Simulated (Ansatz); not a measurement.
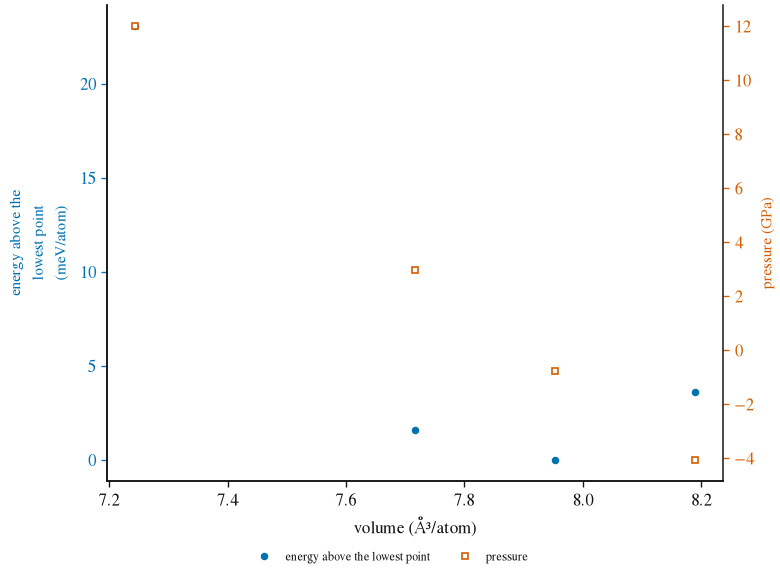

The picture above shows the energy above the lowest point and pressure against volume for Be, space group Fm-3m (No. 225) (one of a set of cubic test structures, which need not be the stable phase).

Method: equation of state of a cubic crystal from periodic Kohn-Sham density functional theory without spin, third-order Birch-Murnaghan fit to the free energies; pressure corrected for the finite basis (Ansatz 0.2.0 development build). Level: r2SCAN.

| setting | value |
| --- | --- |
| structure type | fcc |
| atoms in cell | 1 |
| space group number | 225 |
| lattice centring | face-centred primitive |
| k mesh | 18×18×18 |
| occupation method | Fermi–Dirac |
| occupation width | 0.1 eV |
| wave cutoff | 1250 eV |
| datasets | hand-made PAW |
| density tolerance | 1e−09 eV |
| bands | 6 |
| density cutoff ratio | 8 |
| search for lower states | default |
| xc grid level | 2 |

The point at volume 7.4803 Å³/atom is left out of the plot. What does the calculation give there?

```json
{"volume (Å³/atom)": "7.4803", "energy above the lowest point (meV/atom)": "9.0", "pressure (GPa)": "7.2"}
```

Caveats: cubic model structure, not the ambient form; modest k-mesh, values are not fully converged in k.
